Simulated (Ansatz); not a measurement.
Input structure:

```xyz
2
Lattice="2.9389 0.0000 0.0000 -1.4695 2.5452 0.0000 0.0000 0.0000 2.6805" Properties=species:S:1:pos:R:3 pbc="T T T"
Mg    0.0000    0.0000    0.0000
O     0.0000    1.6968    1.3403
```

> What would you see if this were drawn?

It has the composition MgO. Space group: P-6m2 (No. 187). Lattice: primitive hexagonal. Structure type: tungsten carbide (WC) type. It has 2 atoms to the cell (1 Mg, 1 O). Each Mg has six O in a trigonal prismatic arrangement at 2.16 Å. O is coordinated by six Mg in a trigonal prismatic arrangement at 2.16 Å. The bonds build a three-dimensional framework.

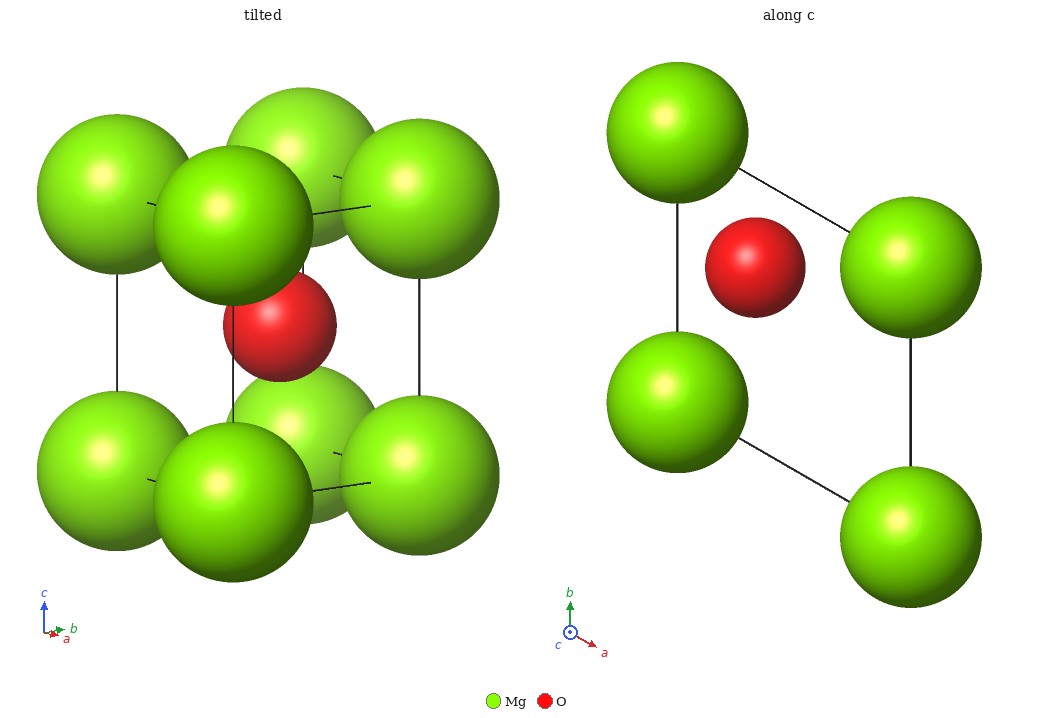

The structure above is drawn in spheres-only style and viewed slightly off an axis and along the c axis. The parallelepiped is the conventional unit cell.

The structure comes from a structure listed in the Materials Project. The cell was then strained or its atoms displaced on purpose. It was run through Ansatz as a DFT input.

At this level of theory the cell isn't at rest (stretched, at -5 GPa), so its distances can differ from those at equilibrium, the more so the softer the solid.
